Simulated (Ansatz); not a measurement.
Geometry relaxation of AlO$_{2}$ (part 3 of 4)

AlO$_{2}$ (Pnma, 12 atoms in the cell); DFT r2SCAN, scalar-relativistic, plane waves, PAW, spin-polarised (Ansatz 0.2.0); cutoff 500 eV, 2×6×4 k-mesh, Gaussian smearing of 0.1 eV, collinear spins. The structure derives from an entry of the Crystallography Open Database. It belongs to a series of runs on one base structure; here: structure reported for this formula (Pnma, No. 62).

Geometry of the input (Å; fractional positions):
```
9.4400  0.0000  0.0000
0.0000  2.8400  0.0000
0.0000  0.0000  4.4200
Al 0.1460  0.2500  0.9520
Al 0.8540  0.7500  0.0480
Al 0.3540  0.7500  0.4520
Al 0.6460  0.2500  0.5480
O  0.8010  0.2500  0.2870
O  0.1990  0.7500  0.7130
O  0.6990  0.7500  0.7870
O  0.3010  0.2500  0.2130
O  0.9440  0.2500  0.8020
O  0.0560  0.7500  0.1980
O  0.5560  0.7500  0.3020
O  0.4440  0.2500  0.6980
```

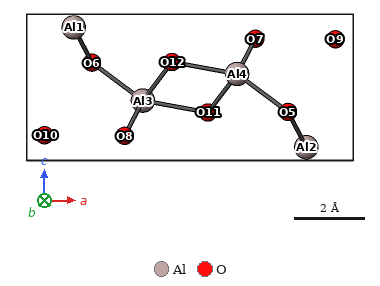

Fig. 1: The geometry at step 4 of the log (ball-and-stick view of the cell of the calculation, along the b axis; atoms are numbered from 1 in the order of the input).

Output, continued:
```
relax step  13: F+E_penalty+E_count = -6718.06036350 eV  Δ(F+E_penalty+E_count) = -1.045e-3 eV  max|allowed force component| = 3.655e-2 eV/Å  Δτ_max = 0.0068 Å  P = -0.025 GPa  Ω = 127.276 Å³  energy of the carried Pulay correction = -3.829e-3 eV  (7 SCF iters, dr2 threshold 4.28e-7 eV, accepted)
Initial wavefunctions: pseudopotential atomic-orbital guess (no wavefunctions were taken with the density)
iter 1 solved again at ethr=8.10e-8 eV; its pass at ethr=3.10e-3 eV (dr2=4.86e-5 eV) is discarded
SCF iter   1: F=-6718.064789 eV  HF=-6718.062563 eV  |F-HF|=2.23e-3  |Δ(HF+E_count)|=         —  Δρ=2.54e-4 (↑2.54e-4 ↓1.75e-4)  dr2=7.82e-6  dr2_τ=5.52e-6  dr2_m=4.10e-6  M=4.000 μB ∫|m|=4.298 μB  β_m=1.20  ethr=8.10e-8  ⟨swp⟩=3.8  Hψ=17105  notcnv=0
preconditioner: auto → Resta (q_TF=auto, 2.407 Å⁻¹)  ε∞=3.0  [insulator: Δε(μ)=0.643 eV  Ē_g=17.843 eV  σ=0.100 eV  W_gap=1.00  n_scr=22 (ndim 8)  ℏωp=25.5 eV  f_vac=0.079  D(μ)=0.00/eV (n_scr^D=0)  ε∞_Penn≈3.0]
spin=Collinear: Resta preconditioning applied to the charge; magnetization (m = ρ↑ − ρ↓) channel mixes plain (no charge-response kernel on spin).
SCF iter   2: F=-6718.064799 eV  HF=-6718.064350 eV  |F-HF|=4.49e-4  |Δ(HF+E_count)|=   1.79e-3  Δρ=1.55e-4 (↑1.41e-4 ↓1.55e-4)  dr2=3.85e-6  dr2_τ=1.76e-5  dr2_m=1.42e-7  M=4.000 μB ∫|m|=4.298 μB  β_m=1.20  ethr=1.30e-8  ⟨swp⟩=2.1  Hψ=3809  notcnv=0  κ⁻¹=1.0e0(r=1)
SCF iter   3: F=-6718.064800 eV  HF=-6718.064554 eV  |F-HF|=2.46e-4  |Δ(HF+E_count)|=   2.04e-4  Δρ=1.14e-4 (↑1.13e-4 ↓1.14e-4)  dr2=2.30e-6  dr2_τ=1.04e-5  dr2_m=2.01e-9  M=4.000 μB ∫|m|=4.298 μB  β_m=1.20  ethr=6.42e-9  ⟨swp⟩=2.2  Hψ=3078  notcnv=0  κ⁻¹=3.7e-2(r=2)
SCF iter   4: F=-6718.064802 eV  HF=-6718.064801 eV  |F-HF|=6.25e-7  |Δ(HF+E_count)|=   2.47e-4  Δρ=4.65e-6 (↑4.65e-6 ↓4.62e-6)  dr2=1.48e-8  dr2_τ=1.11e-8  dr2_m=1.34e-8  M=4.000 μB ∫|m|=4.298 μB  β_m=1.20  ethr=3.83e-9  ⟨swp⟩=2.0  Hψ=3600  notcnv=0  κ⁻¹=7.3e-3(r=3)
SCF iter   5: F=-6718.064802 eV  HF=-6718.064802 eV  |F-HF|=3.71e-8  |Δ(HF+E_count)|=   6.07e-7  Δρ=2.37e-6 (↑2.24e-6 ↓2.37e-6)  dr2=7.24e-9  dr2_τ=1.94e-9  dr2_m=2.00e-10  M=4.000 μB ∫|m|=4.298 μB  ethr=1.28e-11  ⟨swp⟩=8.3  Hψ=9542  notcnv=0
SCF 14 converged in 5 iterations: F = -6718.064802 eV  dr2 = 7.24e-9
relax step  14: F+E_penalty+E_count = -6718.06480205 eV  Δ(F+E_penalty+E_count) = -4.439e-3 eV  max|allowed force component| = 3.713e-2 eV/Å  Δτ_max = 0.0000 Å  P = -0.017 GPa  Ω = 127.276 Å³  stress off target by 1.49e-1 GPa  SCF on the basis re-selected at this cell (its energy is not comparable with the rows above)  (5 SCF iters)
basis re-selected at this cell: Δ(F+E_penalty+E_count) = -4.439e-3 eV, ΔP = +0.007 GPa vs the last step (what re-selecting the basis moved, of the pressure what is left beyond the Pulay correction that the steps carried, after the strain that the cell walked since its last selection, with what the two solves' SCF thresholds leave and, on support functions, any second-order correction that the steps lacked; it is no measure of the basis error at this ecutwfc). This SCF's stress stands 1.49e-1 GPa from its target on what of the cell is left free (relax.cell.stress_tol is 4.00e-1 GPa) and its largest allowed force component is 3.71e-2 eV/Å (relax.f_tol is 4.00e-2 eV/Å): within both
SCF converged after 5 iterations
Stability not checked: this state was not tested for a lower state beside it, because the mixer in use, unlike msr1, does not test its closes by its own steps (another_mixer; see scf.mixing.algorithm and scf.lower_state_search)
Magnetization: 4.0000 μB (32.0000 up, 28.0000 down)
Absolute magnetization: 4.2996 μB (∫|ρ↑−ρ↓|, with the PAW one-centre terms)
Spin contamination: 0.0323 ħ² per cell (⟨S²⟩ above its minimum at these occupations)
Per-site moments (μB) at R_I (Å): [(-0.005564190482413138, 0.73863508884327), (-0.0055641904824128945, 0.7386350888432702), (-0.005564190482413052, 0.7386350888432701), (-0.005564190482413152, 0.7386350888432707), (0.03771738352398042, 0.7386350888432707), (0.037717383523980415, 0.7386350888432701), (0.03771738352398051, 0.7386350888432702), (0.03771738352398047, 0.73863508884327), (0.8737977359783168, 0.773879347343741), (0.8737977359783152, 0.7738793473437396), (0.8737977359783152, 0.7738793473437392), (0.873797735978316, 0.77387934734374)]
Free energy (F): -6718.064802 eV
Harris-Foulkes:  -6718.064802 eV  (|F-HF|=3.71e-8)
Internal energy: -6718.064802 eV  (E = F + TS)
E sigma→0 (E₀):  -6718.064802 eV
Entropy (-TS):   -0.000000 eV (-0.000 meV/atom)
Fermi energy:    4.624211 eV
--- Per-component energies (eV) ---
  E_band       = -180.826983
  E_kinetic    = 1521.487177
  E_local      = -3251.501648  (includes V_loc(G=0)·N_el)
  E_nonlocal   = 418.773897
  E_hartree    = 1179.590472
  E_xc         = -738.490424
  E_vxc        = -978.660623  (∫ρ·V_xc dr)
  E_paw        = -3174.666986  (= ΣΔE_a)
  E_vpaw       = -312.121253  (= ΣTr[D̂ρ^β])
  E_aug_tail   = 0.008221  (compensation charges beyond the density's cutoff)
  E_vtau       = 62.008273  (kinetic-family band-sum trace: ∫τ·v_τ [+ j·A + Jᵃ·Aᵃ] dr)
  E_ewald      = -2672.769553
  E_core_change = -0.495959  (= ΣΔE_core)
  E_smearing   = -0.000000  (= −TS)
  E_closure    = -0.000000  (closes the sum)
  Σ components = -6718.064802   (vs F -6718.064802, Δ=0.00e0)
--- Forces (eV/Å), atoms counted from 1 ---
  atom   1  Al     0.02283089     0.00000000     0.00087974
  atom   2  Al    -0.02283089     0.00000000    -0.00087974
  atom   3  Al    -0.02283089     0.00000000     0.00087974
  atom   4  Al     0.02283089     0.00000000    -0.00087974
  atom   5  O      0.00684570     0.00000000    -0.00569833
  atom   6  O     -0.00684570     0.00000000     0.00569833
  atom   7  O     -0.00684570     0.00000000    -0.00569833
  atom   8  O      0.00684570     0.00000000     0.00569833
  atom   9  O     -0.00434467     0.00000000     0.03713075
  atom  10  O      0.00434467     0.00000000    -0.03713075
  atom  11  O      0.00434467     0.00000000     0.03713075
  atom  12  O     -0.00434467     0.00000000    -0.03713075
  max |Σ_I F_I| component: 8.67e-19 eV/Å
--- Stress (GPa, compression-positive) ---
        0.125160       0.000000       0.000000
        0.000000      -0.028689       0.000000
        0.000000       0.000000      -0.148763
  P = ⅓ Tr σ = -0.0174 GPa (-0.174 kbar)
--- Band table (eV; the first three rows and the last of 48) ---
  k-point 0 ↑: bands = ["-17.0908", "-16.9055", "-14.9813", "-14.5259", "-14.1789", "-13.9415", "-13.6899", "-13.5979", "-3.1113", "-1.7078", "-1.1474", "-0.9388", "-0.7131", "-0.1355", "-0.0571", "-0.0174", "0.7176", "0.8312", "1.6039", "1.6490", "1.6505", "1.7436", "1.8646", "2.1702", "2.2752", "2.5719", "2.6788", "2.6800", "2.9363", "2.9534", "3.7110", "4.0379", "10.7903", "12.7525", "13.9559", "14.0489", "15.1241", "15.3811", "15.5265", "16.0256", "16.0665", "17.5353", "17.9392", "18.4004", "18.9904"]
  k-point 1 ↑: bands = ["-17.0425", "-16.9105", "-14.8331", "-14.4590", "-14.2510", "-13.9357", "-13.9067", "-13.6770", "-2.8650", "-1.5738", "-1.3016", "-0.7323", "-0.6563", "-0.1035", "-0.0196", "0.3240", "0.3756", "1.0707", "1.2761", "1.6943", "1.7361", "1.7670", "1.9302", "2.2101", "2.2417", "2.4276", "2.4655", "2.6909", "2.8838", "2.9656", "3.4364", "3.6326", "11.5299", "13.2758", "13.9276", "14.1608", "15.0130", "15.2142", "15.7965", "15.8722", "16.7041", "17.2413", "17.7325", "18.5918", "19.1153"]
  k-point 2 ↑: bands = ["-16.9543", "-16.9543", "-14.4834", "-14.4834", "-14.2697", "-14.2697", "-13.8515", "-13.8515", "-2.2710", "-2.2710", "-0.5391", "-0.5391", "-0.4163", "-0.4163", "-0.0464", "-0.0464", "1.0270", "1.0270", "1.3424", "1.3424", "1.7167", "1.7167", "2.0343", "2.0343", "2.1207", "2.1207", "2.7575", "2.7575", "2.9062", "2.9062", "3.1385", "3.1385", "13.0029", "13.0029", "14.1575", "14.1575", "15.0437", "15.0437", "15.8179", "15.8179", "17.2122", "17.2122", "18.1035", "18.1035", "19.4349"]
  k-point 23 ↓: bands = ["-13.8044", "-13.8044", "-13.8044", "-13.8044", "-13.0666", "-13.0666", "-13.0666", "-13.0666", "-1.7790", "-1.7790", "-1.7790", "-1.7790", "-0.2089", "-0.2089", "-0.2089", "-0.2089", "0.9960", "0.9960", "0.9960", "0.9960", "2.1348", "2.1348", "2.1348", "2.1348", "3.3230", "3.3230", "3.3230", "3.3230", "5.7896", "5.7896", "5.7896", "5.7896", "15.0167", "15.0167", "15.0167", "15.0167", "15.7193", "15.7193", "15.7193", "15.7193", "18.0890", "18.0890", "18.0890", "18.0890", "18.7404"]
--- Relaxed structure (13 steps of the walk, 13 accepted, 1 SCFs on fresh bases) ---
  F+E_penalty+E_count = -6718.06480205 eV   max|allowed force component| = 3.713e-2 eV/Å   (the final SCF, on the basis selected at the relaxed cell)
  cell:  # Å, volume = 127.2762 Å³
    - [9.309690804525898, 0.0, 0.0]
    - [0.0, 2.8876478174793476, 0.0]
    - [0.0, 0.0, 4.734429931319237]
  atoms:
    - { symbol: Al, position: [0.16294258507439988, 0.25, 0.9511690385347519] }
    - { symbol: Al, position: [0.8370574149256, 0.75, 0.048830961465248394] }
    - { symbol: Al, position: [0.3370574149256002, 0.75, 0.4511690385347516] }
    - { symbol: Al, position: [0.6629425850744, 0.25, 0.5488309614652485] }
    - { symbol: O, position: [0.7729681748331563, 0.25, 0.238608430708402] }
    - { symbol: O, position: [0.22703182516684384, 0.75, 0.7613915692915977] }
    - { symbol: O, position: [0.7270318251668437, 0.75, 0.7386084307084021] }
    - { symbol: O, position: [0.2729681748331562, 0.25, 0.2613915692915979] }
    - { symbol: O, position: [0.9687582159556706, 0.25, 0.8452401922010002] }
    - { symbol: O, position: [0.03124178404432919, 0.75, 0.15475980779899975] }
    - { symbol: O, position: [0.5312417840443292, 0.75, 0.34524019220100016] }
    - { symbol: O, position: [0.46875821595567074, 0.25, 0.6547598077989998] }
--- Löwdin populations: 12 sites ---
  site symbol       q [e]    m [muB]
     0     Al      1.6111    -0.0487
     1     Al      1.6111    -0.0487
     2     Al      1.6111    -0.0487
     3     Al      1.6111    -0.0487
     4      O      6.8719     0.0428
     5      O      6.8719     0.0428
     6      O      6.8719     0.0428
     7      O      6.8719     0.0428
     8      O      6.4077     1.0140
     9      O      6.4077     1.0140
    10      O      6.4077     1.0140
    11      O      6.4077     1.0140
  spilling = 0.007285 (of n_electrons = 60.000000)
```

File populations.tsv:
```
# site	symbol	l	j	q_up	q_dn
# orbitals = lowdin
# n_electrons = 60.000000
# spilling = 0.007285
0	Al	0_3S	-	0.225033	0.237729
0	Al	1_3P	-	0.556181	0.592151
1	Al	0_3S	-	0.225033	0.237729
1	Al	1_3P	-	0.556181	0.592151
2	Al	0_3S	-	0.225033	0.237729
2	Al	1_3P	-	0.556181	0.592151
3	Al	0_3S	-	0.225033	0.237729
3	Al	1_3P	-	0.556181	0.592151
4	O	0_2S	-	0.806319	0.806654
4	O	1_2P	-	2.651062	2.607896
5	O	0_2S	-	0.806319	0.806654
5	O	1_2P	-	2.651062	2.607896
6	O	0_2S	-	0.806319	0.806654
6	O	1_2P	-	2.651062	2.607896
7	O	0_2S	-	0.806319	0.806654
7	O	1_2P	-	2.651062	2.607896
8	O	0_2S	-	0.888448	0.870810
8	O	1_2P	-	2.822393	1.826052
9	O	0_2S	-	0.888448	0.870810
9	O	1_2P	-	2.822393	1.826052
10	O	0_2S	-	0.888448	0.870810
10	O	1_2P	-	2.822393	1.826052
11	O	0_2S	-	0.888448	0.870810
11	O	1_2P	-	2.822393	1.826052
```

Trajectory as extended XYZ (Å, eV, eV/Å), 14 frames, from step=1 to step=14:
```
12
Lattice="9.4400 0.0000 0.0000 0.0000 2.8400 0.0000 0.0000 0.0000 4.4200" Properties=species:S:1:pos:R:3:forces:R:3 step=1 energy=-6717.04357 pressure_GPa=-5.87
Al    1.3782    0.7100    4.2078   -0.3635   0.0000   0.2273
Al    8.0618    2.1300    0.2122    0.3635   0.0000  -0.2273
Al    3.3418    2.1300    1.9978    0.3635   0.0000   0.2273
Al    6.0982    0.7100    2.4222   -0.3635   0.0000  -0.2273
O     7.5614    0.7100    1.2685   -0.4702   0.0000   0.1560
O     1.8786    2.1300    3.1515    0.4702   0.0000  -0.1560
O     6.5986    2.1300    3.4785    0.4702   0.0000   0.1560
O     2.8414    0.7100    0.9415   -0.4702   0.0000  -0.1560
O     8.9114    0.7100    3.5448    0.5225   0.0000   1.4369
O     0.5286    2.1300    0.8752   -0.5225   0.0000  -1.4369
O     5.2486    2.1300    1.3348   -0.5225   0.0000   1.4369
O     4.1914    0.7100    3.0852    0.5225   0.0000  -1.4369
12
Lattice="9.6127 0.0000 0.0000 0.0000 2.8656 0.0000 0.0000 0.0000 4.2889" Properties=species:S:1:pos:R:3:forces:R:3 step=2 energy=-6717.45739 pressure_GPa=-3.70
Al    1.4015    0.7164    4.0292   -0.2565   0.0000   0.0520
Al    8.2113    2.1492    0.2597    0.2565   0.0000  -0.0520
Al    3.4049    2.1492    1.8848    0.2565   0.0000   0.0520
Al    6.2078    0.7164    2.4041   -0.2565   0.0000  -0.0520
O     7.6839    0.7164    1.2886   -0.2915   0.0000   0.2148
O     1.9288    2.1492    3.0004    0.2915   0.0000  -0.2148
O     6.7352    2.1492    3.4330    0.2915   0.0000   0.2148
O     2.8775    0.7164    0.8559   -0.2915   0.0000  -0.2148
O     9.0869    0.7164    3.5206    0.3828   0.0000   0.2545
O     0.5258    2.1492    0.7683   -0.3828   0.0000  -0.2545
O     5.3322    2.1492    1.3762   -0.3828   0.0000   0.2545
O     4.2805    0.7164    2.9128    0.3828   0.0000  -0.2545
12
Lattice="9.5463 0.0000 0.0000 0.0000 2.8579 0.0000 0.0000 0.0000 4.2486" Properties=species:S:1:pos:R:3:forces:R:3 step=3 energy=-6717.54406 pressure_GPa=-0.75
Al    1.3855    0.7145    3.9595   -0.1773   0.0000  -0.0764
Al    8.1609    2.1434    0.2891    0.1773   0.0000   0.0764
Al    3.3877    2.1434    1.8352    0.1773   0.0000  -0.0764
Al    6.1586    0.7145    2.4135   -0.1773   0.0000   0.0764
O     7.6294    0.7145    1.3191   -0.1145   0.0000   0.1286
O     1.9169    2.1434    2.9295    0.1145   0.0000  -0.1286
O     6.6901    2.1434    3.4434    0.1145   0.0000   0.1286
O     2.8562    0.7145    0.8052   -0.1145   0.0000  -0.1286
O     9.0298    0.7145    3.5054    0.2215   0.0000  -0.0833
O     0.5165    2.1434    0.7432   -0.2215   0.0000   0.0833
O     5.2897    2.1434    1.3811   -0.2215   0.0000  -0.0833
O     4.2567    0.7145    2.8675    0.2215   0.0000   0.0833
12
Lattice="9.4442 0.0000 0.0000 0.0000 2.8749 0.0000 0.0000 0.0000 4.2306" Properties=species:S:1:pos:R:3:forces:R:3 step=4 energy=-6717.59895 pressure_GPa=-1.35
Al    1.3619    0.7187    3.8464    0.0534   0.0000   0.0392
Al    8.0822    2.1562    0.3842   -0.0534   0.0000  -0.0392
Al    3.3602    2.1562    1.7311   -0.0534   0.0000   0.0392
Al    6.0840    0.7187    2.4995    0.0534   0.0000  -0.0392
O     7.5554    0.7187    1.4029    0.0572   0.0000   0.0517
O     1.8887    2.1562    2.8277   -0.0572   0.0000  -0.0517
O     6.6108    2.1562    3.5182   -0.0572   0.0000   0.0517
O     2.8333    0.7187    0.7124    0.0572   0.0000  -0.0517
O     8.9247    0.7187    3.5017    0.1494   0.0000   0.0353
O     0.5195    2.1562    0.7289   -0.1494   0.0000  -0.0353
O     5.2416    2.1562    1.3864   -0.1494   0.0000   0.0353
O     4.2026    0.7187    2.8442    0.1494   0.0000  -0.0353
12
Lattice="9.3284 0.0000 0.0000 0.0000 2.8647 0.0000 0.0000 0.0000 4.2471" Properties=species:S:1:pos:R:3:forces:R:3 step=5 energy=-6717.61287 pressure_GPa=0.69
Al    1.3467    0.7162    3.8349    0.2082   0.0000   0.0131
Al    7.9818    2.1485    0.4122   -0.2082   0.0000  -0.0131
Al    3.3175    2.1485    1.7113   -0.2082   0.0000   0.0131
Al    6.0109    0.7162    2.5358    0.2082   0.0000  -0.0131
O     7.4785    0.7162    1.4406   -0.0184   0.0000   0.0061
O     1.8500    2.1485    2.8065    0.0184   0.0000  -0.0061
O     6.5142    2.1485    3.5642    0.0184   0.0000   0.0061
O     2.8143    0.7162    0.6830   -0.0184   0.0000  -0.0061
O     8.8168    0.7162    3.5228   -0.0211   0.0000   0.0229
O     0.5116    2.1485    0.7243    0.0211   0.0000  -0.0229
O     5.1758    2.1485    1.3992    0.0211   0.0000   0.0229
O     4.1526    0.7162    2.8479   -0.0211   0.0000  -0.0229
12
Lattice="9.3170 0.0000 0.0000 0.0000 2.8667 0.0000 0.0000 0.0000 4.2711" Properties=species:S:1:pos:R:3:forces:R:3 step=6 energy=-6717.63135 pressure_GPa=0.63
Al    1.3649    0.7167    3.8394    0.0846   0.0000  -0.0054
Al    7.9522    2.1500    0.4317   -0.0846   0.0000   0.0054
Al    3.2937    2.1500    1.7039   -0.0846   0.0000  -0.0054
Al    6.0234    0.7167    2.5672    0.0846   0.0000   0.0054
O     7.4673    0.7167    1.4548   -0.0417   0.0000  -0.0541
O     1.8497    2.1500    2.8163    0.0417   0.0000   0.0541
O     6.5083    2.1500    3.5903    0.0417   0.0000  -0.0541
O     2.8088    0.7167    0.6808   -0.0417   0.0000   0.0541
O     8.8131    0.7167    3.5533    0.0946   0.0000   0.1224
O     0.5039    2.1500    0.7178   -0.0946   0.0000  -0.1224
O     5.1625    2.1500    1.4178   -0.0946   0.0000   0.1224
O     4.1546    0.7167    2.8534    0.0946   0.0000  -0.1224
12
Lattice="9.3317 0.0000 0.0000 0.0000 2.8637 0.0000 0.0000 0.0000 4.3204" Properties=species:S:1:pos:R:3:forces:R:3 step=7 energy=-6717.65388 pressure_GPa=0.22
Al    1.3739    0.7159    3.9144    0.2974   0.0000  -0.1594
Al    7.9578    2.1478    0.4059   -0.2974   0.0000   0.1594
Al    3.2920    2.1478    1.7543   -0.2974   0.0000  -0.1594
Al    6.0398    0.7159    2.5661    0.2974   0.0000   0.1594
O     7.4691    0.7159    1.4351   -0.0884   0.0000  -0.0990
O     1.8626    2.1478    2.8852    0.0884   0.0000   0.0990
O     6.5285    2.1478    3.5953    0.0884   0.0000  -0.0990
O     2.8032    0.7159    0.7250   -0.0884   0.0000   0.0990
O     8.8431    0.7159    3.6033    0.0462   0.0000   0.0265
O     0.4886    2.1478    0.7171   -0.0462   0.0000  -0.0265
O     5.1545    2.1478    1.4431   -0.0462   0.0000   0.0265
O     4.1772    0.7159    2.8773    0.0462   0.0000  -0.0265
12
Lattice="9.3222 0.0000 0.0000 0.0000 2.8550 0.0000 0.0000 0.0000 4.5101" Properties=species:S:1:pos:R:3:forces:R:3 step=8 energy=-6717.77488 pressure_GPa=-0.10
Al    1.4159    0.7137    4.1225    0.8120   0.0000  -0.3779
Al    7.9063    2.1412    0.3876   -0.8120   0.0000   0.3779
Al    3.2452    2.1412    1.8674   -0.8120   0.0000  -0.3779
Al    6.0770    0.7137    2.6426    0.8120   0.0000   0.3779
O     7.4184    0.7137    1.4157   -0.2277   0.0000  -0.2611
O     1.9038    2.1412    3.0944    0.2277   0.0000   0.2611
O     6.5649    2.1412    3.6707    0.2277   0.0000  -0.2611
O     2.7573    0.7137    0.8393   -0.2277   0.0000   0.2611
O     8.8931    0.7137    3.8104   -0.1367   0.0000  -0.1002
O     0.4291    2.1412    0.6996    0.1367   0.0000   0.1002
O     5.0902    2.1412    1.5554    0.1367   0.0000  -0.1002
O     4.2320    0.7137    2.9547   -0.1367   0.0000   0.1002
12
Lattice="9.2926 0.0000 0.0000 0.0000 2.8567 0.0000 0.0000 0.0000 4.7007" Properties=species:S:1:pos:R:3:forces:R:3 step=9 energy=-6717.92707 pressure_GPa=-0.13
Al    1.4677    0.7142    4.3558    0.6330   0.0000  -0.2100
Al    7.8249    2.1425    0.3449   -0.6330   0.0000   0.2100
Al    3.1786    2.1425    2.0055   -0.6330   0.0000  -0.2100
Al    6.1140    0.7142    2.6952    0.6330   0.0000   0.2100
O     7.3316    0.7142    1.3473   -0.3991   0.0000  -0.0806
O     1.9610    2.1425    3.3534    0.3991   0.0000   0.0806
O     6.6073    2.1425    3.6976    0.3991   0.0000  -0.0806
O     2.6853    0.7142    1.0030   -0.3991   0.0000   0.0806
O     8.9228    0.7142    4.0104   -0.2554   0.0000  -0.2739
O     0.3698    2.1425    0.6903    0.2554   0.0000   0.2739
O     5.0161    2.1425    1.6600    0.2554   0.0000  -0.2739
O     4.2765    0.7142    3.0406   -0.2554   0.0000   0.2739
```
